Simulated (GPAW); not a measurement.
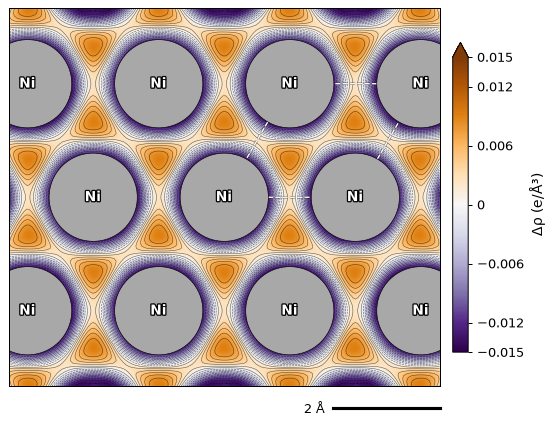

Ni. Difference of the valence pseudo-densities of two functionals at the same geometry, on the (100) plane of the calculation cell: REVPBE less BLYP.

Both computed with GPAW (plane waves, PAW), on the same k-point mesh. Grey discs cover the atomic cores.

```yaml
crystal:
  lattice:
    - [0.00000, 1.73757, 1.73757]
    - [1.73757, 0.00000, 1.73757]
    - [1.73757, 1.73757, 0.00000]
  atoms:
    - { symbol: Ni, position: [0.00000, 0.00000, 0.00000] }
```

Q: What does the difference map show?

A: Against BLYP, REVPBE gives less density around Ni (−0.005 e/Å³ on average at 1.0 Å from the nucleus).
